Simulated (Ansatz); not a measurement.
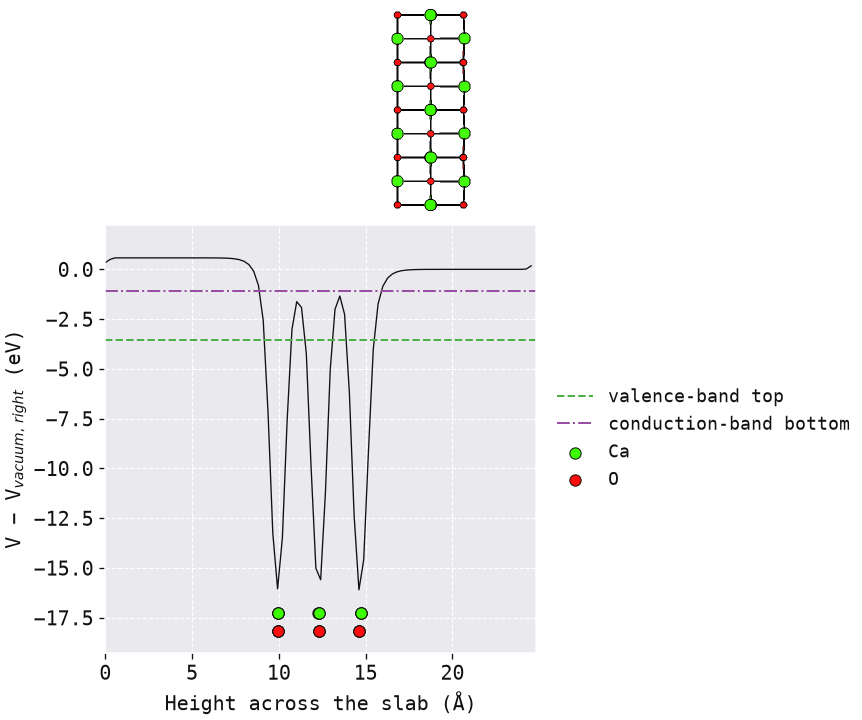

Plane-averaged electrostatic potential energy of an electron across the slab; circles at the bottom mark the heights of the atoms. The structure is drawn too.

Calculation on a (100) slab cut from CaO (Fm-3m), ended by CaO planes, 24 atoms in the cell, the slab at its places in the relaxed adsorbed structure; a = 6.76 Å, b = 6.76 Å, c = 24.81 Å, α = 90.00°, β = 90.00°, γ = 90.00°.

Ansatz 0.2.0; DFT PBE+D3(BJ), scalar-relativistic, plane waves, PAW, no spin polarisation, 2×2×1 k mesh.

**What are the ionisation potential and the electron affinity of the slab?**

From the vacuum level at the right face the ionisation potential is 3.55 eV and the electron affinity 1.09 eV; at the left face they are 4.12 and 1.67 eV. The slab's gap, their difference before rounding, is 2.46 eV.

**Do the two faces differ, and what does that say about the slab's dipole?**

The vacuum level is 0.58 eV higher at the left than at the right, so the slab carries a dipole along its normal; the ramp in the vacuum, at or near the edge of the plot, is the dipole correction that keeps each side flat.

**How thick are slab and vacuum?**

The outermost atoms are 4.8 Å apart, which leaves 20.0 Å of vacuum in a cell 24.8 Å high.

The atoms aren't at rest in this cell (largest force 0.8 eV/Å), so the relaxed material can differ.
